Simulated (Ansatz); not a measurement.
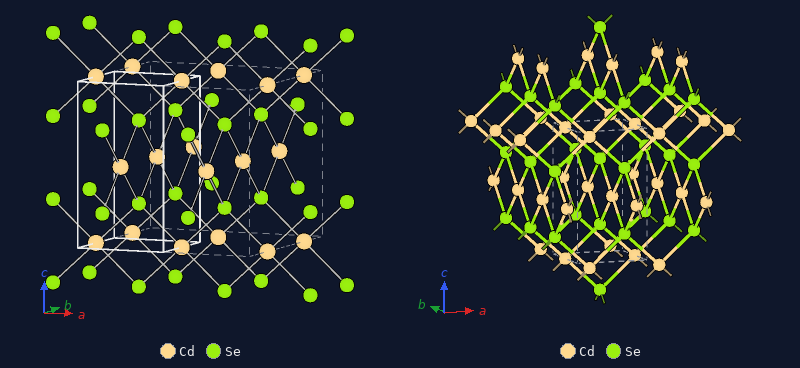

Left: the structure. Right: its underlying net. Nodes are coloured by element. Edges to nodes outside the piece are drawn as stubs.

System CdSe (space group P4_2/mmc, No. 131); source of the atomic positions: the input geometry of an electronic-structure calculation (not necessarily at equilibrium); the starting structure was generated, so it need not be a known form of this composition.

Bonds are taken as Cd–Se below 3.1 Å; no other contact counts. Simplification: prune 0- and 1-connected atoms, fold 2-connected ones into links.

The result is a binodal (4,4)-connected, three-periodic net: Se is a 4-connected node; Cd is a 4-connected node, in the ratio 1:1. It is the pts net, known from cooperite, PtS. It is a single net, without interpenetration.

| node | links | point symbol | coordination sequence |
| --- | --- | --- | --- |
| Se | 4 | 4²·8⁴ | 4 10 24 42 64 90 124 162 |
| Cd | 4 | 4²·8⁴ | 4 10 24 42 64 92 124 162 |
